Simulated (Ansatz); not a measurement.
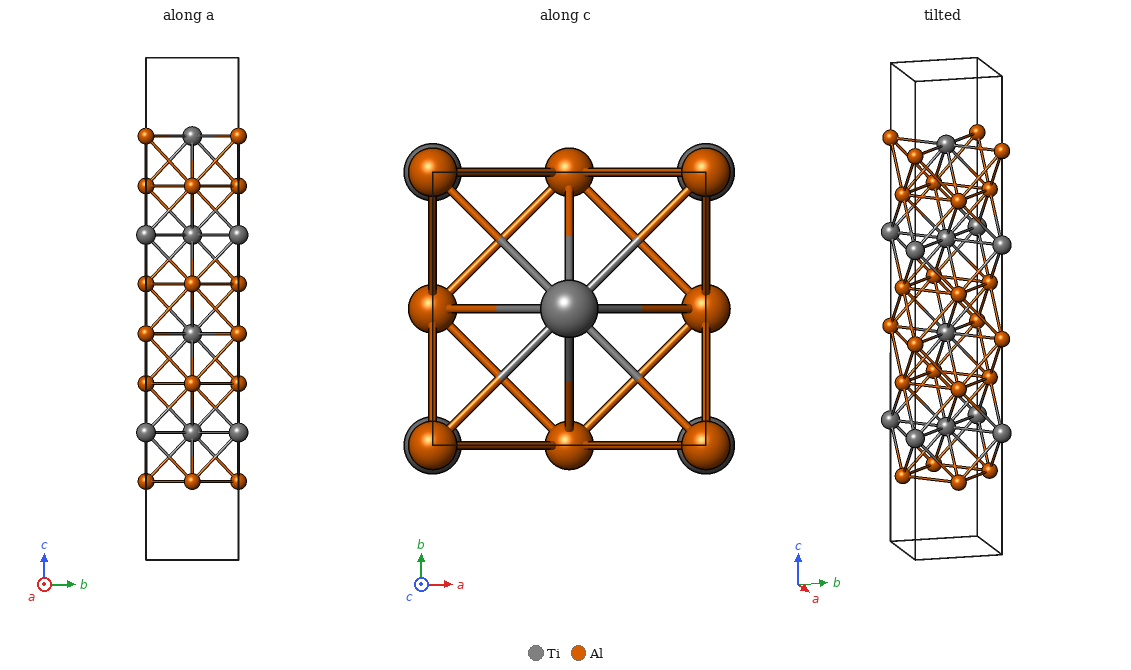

Shown here is a ball-and-stick view of the crystal, taken along the a axis, along the c axis and slightly off an axis. Atoms at the boundary of the simulation cell (the box) are drawn once for each face, edge or corner they touch.

Describe the crystal.

- The formula is Ti3Al5.
- Counting shared atoms by their share gives 6 Ti, 10 Al, or 16 atoms.
- The coordination, counted out to bonding distance, is Ti 8 to 12 (mean 11.3) and Al 8 to 12 (mean 10.8).
- The bonds build Ti3Al5 layers parallel to (001).

Origin of the cell: a structure listed in the Materials Project. The cell was then strained or its atoms displaced on purpose. Ansatz was used for an electronic-structure calculation on it.

At this level of theory the run's own cell isn't at rest (forces up to 0.9 eV/Å), so its distances can differ from those at equilibrium, the more so the softer the solid.
